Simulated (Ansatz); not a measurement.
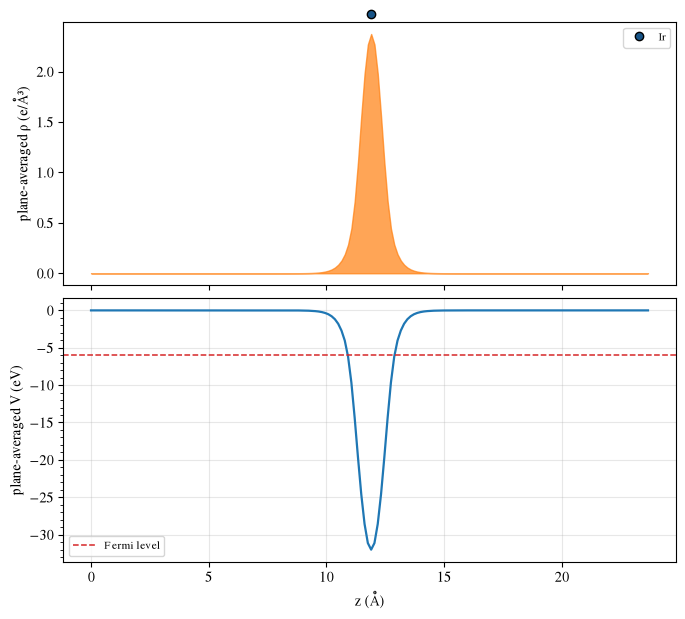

*Ir. Plane average of the electrostatic potential (local pseudopotential plus Hartree) felt by an electron and of the valence charge density (pseudo) across the slab. Circles mark the heights of the atoms.*

A structure generated by program, which may or may not match a known phase; the program warned that a starting moment wasn't kept; spin-polarised, but the moments vanished.

Method: DFT PBE, scalar-relativistic, plane waves, PAW in Ansatz.

**What is the work function?**

The potential is flat in the vacuum, 6.01 eV above the Fermi level; this is the work function, the same on both faces.

**How thick is the slab, and how wide the vacuum?**

The outermost nuclei are 0.0 Å apart, in 1 atomic plane; the vacuum between periodic images is 23.8 Å wide.
